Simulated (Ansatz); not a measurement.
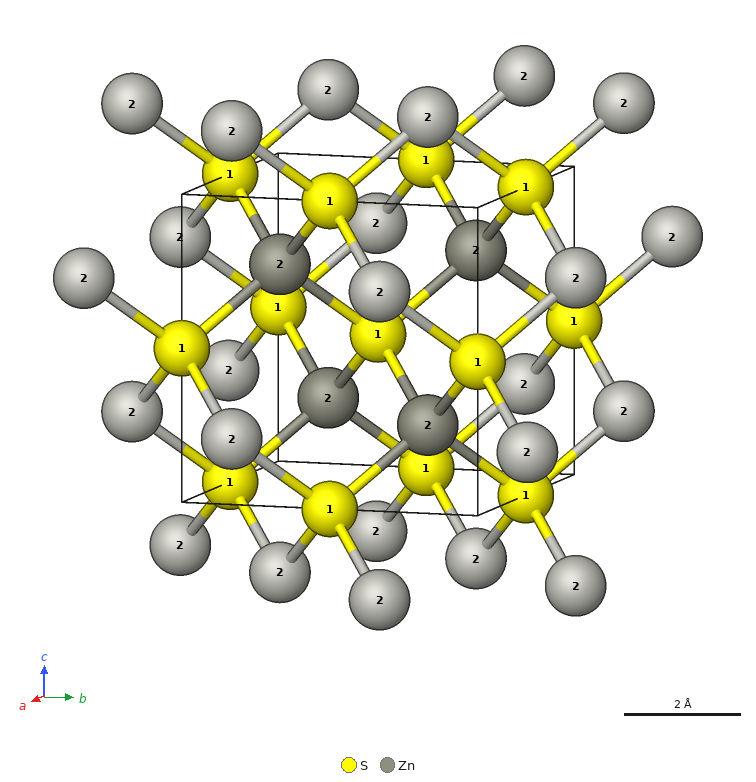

The input geometry (ball-and-stick view of the cell 4 times as large as that of the calculation, set on its symmetry axes, seen slightly off an axis; neighbours outside the cell are drawn fainter; atoms are numbered from 1 in the order of the input). An atom can appear more than once, as a periodic image. Near neighbours in the periodic cell (some may lie outside the picture): S has 4 Zn at 2.34 Å; Zn has 4 S at 2.34 Å.

# Geometry relaxation of ZnS (part 1 of 2)

ZnS (F-43m, 2 atoms in the cell), computed with DFT PBEsol, scalar-relativistic, plane waves, PAW, no spin polarisation (Ansatz 0.2.0).

The structure derives from an entry of the Crystallography Open Database. Figures and captions count atoms from 1; the log counts them from 0 in places.

## What the program printed
```
Engine: ansatz 0.2.0, x86_64-unknown-linux-gnu
Pseudopotentials: kind: paw
Pseudopotential: S, paw, valence charge 6, recommended cutoff 420 eV (normal), S.paw.azcp
Pseudopotential: Zn, paw, valence charge 12, recommended cutoff 420 eV (normal), Zn.paw.azcp
Functional definition: PBEsol
  exchange = pbesol_x
  correlation = pbesol_c
Crystal: 2 atoms, lattice volume = 39.570 Å³
Basis set: ecut = 420 eV, 749 PW (Γ), exchange–correlation on 54×54×54 points (8 copies of the dense FFT grid, shifted against one another)
Bands: 13, of which v1, the nominal top of the filled ones, is band 9 counted from 1 (8 counted from 0)
Symmetry: 24 space group operations
Space group: F-43m (ITA 216), of the structure as read, at distance tolerance 3.4e-5 Å
k-points: 47 of 1000 (time reversal used)
Non-local potential: S, projectors of the file, l = 0: 2, l = 1: 2, l = 2: 2
Non-local potential: Zn, projectors of the file, l = 0: 2, l = 1: 2, l = 2: 3, l = 3: 1
PAW form: soft (Blöchl's): semilocal exchange-correlation on the pseudo side does not see the compensation charge
PAW frozen core: S, regenerated for the run's functional, and the local potential with it (the file was generated under x = pbe(κ = 0.804, μ = 0.2195149727645171), c = pbe(β = 0.06672455060314922))
PAW frozen core: Zn, regenerated for the run's functional, and the local potential with it (the file was generated under x = pbe(κ = 0.804, μ = 0.2195149727645171), c = pbe(β = 0.06672455060314922))
PAW one-centre angular grid: S, 110 points (default); XC on 64 Gauss nodes
PAW one-centre angular grid: Zn, 590 points (default); XC on 64 Gauss nodes
Initial density: superposition of atomic densities (neutral atoms: chi_scale 0, normalization atom), corrected by the library's trained network
Initial wavefunctions: pseudopotential atomic-orbital guess
Functional: x = pbesol(κ = 0.804, μ = 0.12345679012345678), c = pbesol(β = 0.046)
SCF iter   1: F=—  HF=-4167.436894 eV  |F-HF|=—  |Δ(HF+E_count)|=         —  Δρ=5.48e-3  dr2=1.44e-2  ethr=1.77e-3  ⟨swp⟩=5.9  Hψ=3731  notcnv=0
preconditioner: auto → none  [insulator: Δε(μ)=1.904 eV  Ē_g=12.079 eV  σ=0.020 eV  W_gap=1.00  n_scr=14 (ndim 8)  ℏωp=25.0 eV  f_vac=0.029  D(μ)=0.00/eV (n_scr^D=0)  ε∞_Penn≈5.3]
SCF iter   2: F=—  HF=-4167.432412 eV  |F-HF|=—  |Δ(HF+E_count)|=   4.48e-3  Δρ=9.04e-4  dr2=1.63e-4  ethr=7.97e-5  ⟨swp⟩=2.9  Hψ=1600  notcnv=0
SCF iter   3: F=—  HF=-4167.432438 eV  |F-HF|=—  |Δ(HF+E_count)|=   2.64e-5  Δρ=6.97e-4  dr2=1.05e-4  ethr=9.04e-7  ⟨swp⟩=2.1  Hψ=987  notcnv=0
SCF iter   4: F=—  HF=-4167.432458 eV  |F-HF|=—  |Δ(HF+E_count)|=   2.02e-5  Δρ=2.88e-4  dr2=2.68e-5  ethr=5.86e-7  ⟨swp⟩=2.0  Hψ=987  notcnv=0
SCF iter   5: F=—  HF=-4167.432457 eV  |F-HF|=—  |Δ(HF+E_count)|=   1.17e-6  Δρ=2.41e-5  dr2=1.12e-7  ethr=1.49e-7  ⟨swp⟩=2.0  Hψ=987  notcnv=0
SCF iter   6: F=-4167.432457 eV  HF=-4167.432457 eV  |F-HF|=1.93e-9  |Δ(HF+E_count)|=   1.39e-7  Δρ=4.98e-6  dr2=5.37e-9  ethr=5.56e-10  ⟨swp⟩=8.9  Hψ=4398  notcnv=0
SCF 1 converged in 6 iterations: F = -4167.432457 eV  dr2 = 5.37e-9
  greatest PAW one-centre occupation: 0.983 electrons in one spin orbital (limit 2), on the Zn atom at site 1 (counted from 0), in its partial waves of l = 2
relax step   1: F+E_penalty+E_count = -4167.43245744 eV  Δ(F+E_penalty+E_count) = +0.000e0 eV  max|allowed force component| = 2.035e-16 eV/Å  Δτ_max = 0.0000 Å  P = -2.177 GPa  Ω = 39.570 Å³  (6 SCF iters, dr2 threshold 1.00e-7 eV, accepted)
Crystal: 2 atoms, lattice volume = 38.901 Å³
Initial density: handed on by an earlier stage of this run
Initial wavefunctions: those handed on with the density
iter 1 solved again at ethr=1.43e-6 eV; its pass at ethr=3.10e-3 eV (dr2=2.58e-4 eV) is discarded
SCF iter   1: F=—  HF=-4167.439315 eV  |F-HF|=—  |Δ(HF+E_count)|=         —  Δρ=8.28e-4  dr2=2.20e-4  ethr=1.43e-6  ⟨swp⟩=2.0  Hψ=4340  notcnv=0
preconditioner: auto → none  [insulator: Δε(μ)=2.034 eV  Ē_g=12.186 eV  σ=0.020 eV  W_gap=1.00  n_scr=14 (ndim 8)  ℏωp=25.3 eV  f_vac=0.016  D(μ)=0.00/eV (n_scr^D=0)  ε∞_Penn≈5.3]
SCF iter   2: F=—  HF=-4167.439275 eV  |F-HF|=—  |Δ(HF+E_count)|=   4.00e-5  Δρ=2.60e-4  dr2=2.92e-5  ethr=1.22e-6  ⟨swp⟩=2.7  Hψ=991  notcnv=0
SCF iter   3: F=—  HF=-4167.439279 eV  |F-HF|=—  |Δ(HF+E_count)|=   4.44e-6  Δρ=2.67e-4  dr2=1.40e-5  ethr=1.62e-7  ⟨swp⟩=2.0  Hψ=987  notcnv=0
SCF iter   4: F=—  HF=-4167.439277 eV  |F-HF|=—  |Δ(HF+E_count)|=   2.55e-6  Δρ=2.55e-5  dr2=2.36e-7  ethr=7.76e-8  ⟨swp⟩=2.0  Hψ=895  notcnv=0
SCF iter   5: F=-4167.439277 eV  HF=-4167.439277 eV  |F-HF|=4.33e-9  |Δ(HF+E_count)|=   1.04e-7  Δρ=1.11e-5  dr2=2.72e-8  ethr=1.11e-9  ⟨swp⟩=9.1  Hψ=4538  notcnv=0
SCF 2 converged in 5 iterations: F = -4167.439277 eV  dr2 = 2.72e-8
relax step   2: F+E_penalty+E_count = -4167.43927653 eV  Δ(F+E_penalty+E_count) = -6.819e-3 eV  max|allowed force component| = 9.252e-17 eV/Å  Δτ_max = 0.0000 Å  P = -0.952 GPa  Ω = 38.901 Å³  energy of the carried Pulay correction = +2.513e-4 eV  (5 SCF iters, dr2 threshold 2.00e-7 eV, accepted)
Crystal: 2 atoms, lattice volume = 38.397 Å³
iter 1 solved again at ethr=9.15e-7 eV; its pass at ethr=3.10e-3 eV (dr2=1.65e-4 eV) is discarded
SCF iter   1: F=—  HF=-4167.440928 eV  |F-HF|=—  |Δ(HF+E_count)|=         —  Δρ=6.66e-4  dr2=1.39e-4  ethr=9.15e-7  ⟨swp⟩=2.0  Hψ=4330  notcnv=0
preconditioner: auto → none  [insulator: Δε(μ)=2.090 eV  Ē_g=12.251 eV  σ=0.020 eV  W_gap=1.00  n_scr=14 (ndim 8)  ℏωp=25.4 eV  f_vac=0.016  D(μ)=0.00/eV (n_scr^D=0)  ε∞_Penn≈5.3]
SCF iter   2: F=—  HF=-4167.440908 eV  |F-HF|=—  |Δ(HF+E_count)|=   2.00e-5  Δρ=2.02e-4  dr2=1.80e-5  ethr=7.71e-7  ⟨swp⟩=2.6  Hψ=982  notcnv=0
SCF iter   3: F=—  HF=-4167.440907 eV  |F-HF|=—  |Δ(HF+E_count)|=   1.39e-6  Δρ=2.18e-4  dr2=9.18e-6  ethr=1.00e-7  ⟨swp⟩=2.0  Hψ=987  notcnv=0
SCF iter   4: F=—  HF=-4167.440905 eV  |F-HF|=—  |Δ(HF+E_count)|=   1.68e-6  Δρ=1.85e-5  dr2=1.26e-7  ethr=1.11e-9  ⟨swp⟩=7.1  Hψ=4162  notcnv=0
SCF iter   5: F=-4167.440905 eV  HF=-4167.440905 eV  |F-HF|=4.35e-9  |Δ(HF+E_count)|=   3.91e-8  Δρ=8.31e-6  dr2=1.51e-8  ethr=6.99e-10  ⟨swp⟩=8.7  Hψ=4303  notcnv=0
SCF 3 converged in 5 iterations: F = -4167.440905 eV  dr2 = 1.51e-8
relax step   3: F+E_penalty+E_count = -4167.44090498 eV  Δ(F+E_penalty+E_count) = -1.628e-3 eV  max|allowed force component| = 5.551e-17 eV/Å  Δτ_max = 0.0000 Å  P = +0.052 GPa  Ω = 38.397 Å³  energy of the carried Pulay correction = +4.437e-4 eV  (5 SCF iters, dr2 threshold 2.00e-7 eV, accepted)
Crystal: 2 atoms, lattice volume = 38.423 Å³
iter 1 solved again at ethr=2.67e-9 eV; its pass at ethr=3.10e-3 eV (dr2=4.81e-7 eV) is discarded
SCF iter   1: F=—  HF=-4167.440895 eV  |F-HF|=—  |Δ(HF+E_count)|=         —  Δρ=3.51e-5  dr2=3.97e-7  ethr=2.67e-9  ⟨swp⟩=2.0  Hψ=4194  notcnv=0
preconditioner: auto → none  [insulator: Δε(μ)=2.086 eV  Ē_g=12.250 eV  σ=0.020 eV  W_gap=1.00  n_scr=14 (ndim 8)  ℏωp=25.4 eV  f_vac=0.016  D(μ)=0.00/eV (n_scr^D=0)  ε∞_Penn≈5.3]
SCF iter   2: F=—  HF=-4167.440899 eV  |F-HF|=—  |Δ(HF+E_count)|=   4.12e-6  Δρ=1.13e-5  dr2=5.25e-8  ethr=2.21e-9  ⟨swp⟩=2.8  Hψ=1000  notcnv=0
SCF iter   3: F=—  HF=-4167.440899 eV  |F-HF|=—  |Δ(HF+E_count)|=   1.18e-8  Δρ=1.04e-5  dr2=2.07e-8  ethr=2.92e-10  ⟨swp⟩=2.0  Hψ=987  notcnv=0
SCF iter   4: F=-4167.440899 eV  HF=-4167.440899 eV  |F-HF|=6.40e-10  |Δ(HF+E_count)|=   6.23e-9  Δρ=7.53e-7  dr2=2.12e-10  ethr=3.70e-11  ⟨swp⟩=5.8  Hψ=3480  notcnv=0
SCF 4 converged in 4 iterations: F = -4167.440899 eV  dr2 = 2.12e-10
relax step   4: F+E_penalty+E_count = -4167.44089917 eV  Δ(F+E_penalty+E_count) = +5.819e-6 eV  max|allowed force component| = 6.476e-17 eV/Å  Δτ_max = 0.0000 Å  P = -0.001 GPa  Ω = 38.423 Å³  energy of the carried Pulay correction = +4.339e-4 eV  (4 SCF iters, dr2 threshold 6.67e-9 eV, accepted)
Initial wavefunctions: pseudopotential atomic-orbital guess (no wavefunctions were taken with the density)
iter 1 solved again at ethr=1.94e-7 eV; its pass at ethr=3.10e-3 eV (dr2=3.49e-5 eV) is discarded
SCF iter   1: F=—  HF=-4167.440477 eV  |F-HF|=—  |Δ(HF+E_count)|=         —  Δρ=4.04e-5  dr2=1.67e-7  ethr=1.94e-7  ⟨swp⟩=3.0  Hψ=5324  notcnv=0
SCF iter   2: F=—  HF=-4167.440480 eV  |F-HF|=—  |Δ(HF+E_count)|=   3.10e-6  Δρ=5.25e-5  dr2=4.95e-7  ethr=9.29e-10  ⟨swp⟩=2.0  Hψ=1016  notcnv=0
SCF iter   3: F=—  HF=-4167.440480 eV  |F-HF|=—  |Δ(HF+E_count)|=   3.22e-8  Δρ=1.38e-5  dr2=5.95e-8  ethr=9.29e-10  ⟨swp⟩=2.0  Hψ=987  notcnv=0
SCF iter   4: F=—  HF=-4167.440480 eV  |F-HF|=—  |Δ(HF+E_count)|=   5.17e-8  Δρ=2.22e-6  dr2=1.20e-9  ethr=3.31e-10  ⟨swp⟩=2.0  Hψ=987  notcnv=0
SCF iter   5: F=—  HF=-4167.440480 eV  |F-HF|=—  |Δ(HF+E_count)|=  2.18e-11  Δρ=7.02e-7  dr2=6.96e-11  ethr=6.67e-12  ⟨swp⟩=2.8  Hψ=1004  notcnv=0
SCF iter   6: F=-4167.440480 eV  HF=-4167.440480 eV  |F-HF|=1.82e-12  |Δ(HF+E_count)|=  4.73e-11  Δρ=7.62e-8  dr2=5.90e-13  ethr=1.00e-12  ⟨swp⟩=5.0  Hψ=2492  notcnv=0
SCF 5 converged in 6 iterations: F = -4167.440480 eV  dr2 = 5.90e-13
relax step   5: F+E_penalty+E_count = -4167.44048027 eV  Δ(F+E_penalty+E_count) = +4.189e-4 eV  max|allowed force component| = 5.551e-17 eV/Å  Δτ_max = 0.0000 Å  P = -0.002 GPa  Ω = 38.423 Å³  stress off target by 2.45e-3 GPa  SCF on the basis re-selected at this cell (its energy is not comparable with the rows above)  (6 SCF iters)
```

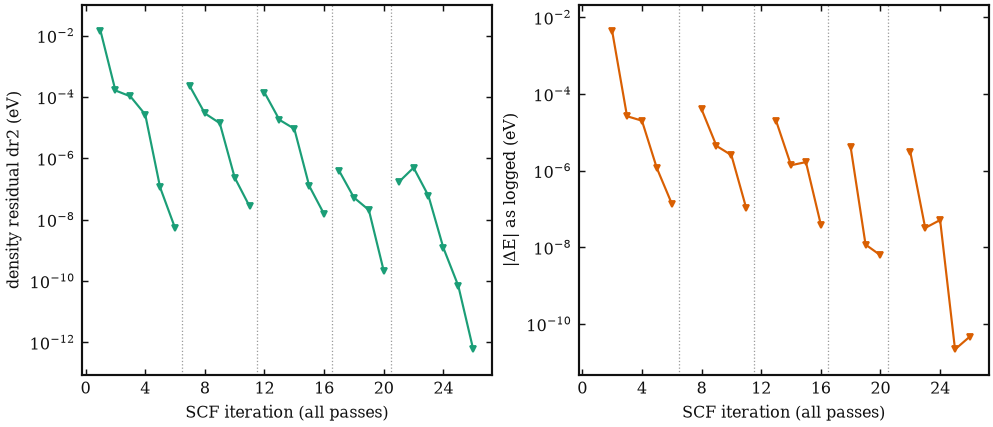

Convergence of the self-consistent field: density residual dr2 and size of the energy change against the SCF iteration. The dotted lines part the SCF passes of the relaxation: geometry steps, rejected trials and re-solves on a re-selected basis. The 5 passes take 4 to 6 iterations each, 26 in all.

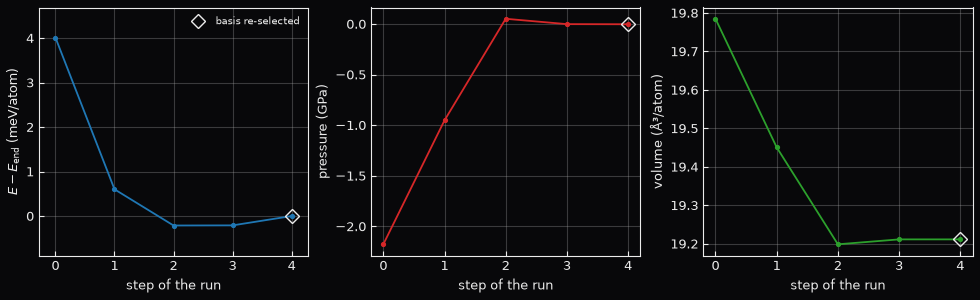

Progress of the relaxation, step by step (the first geometry is step 0 here and step 1 in the log).
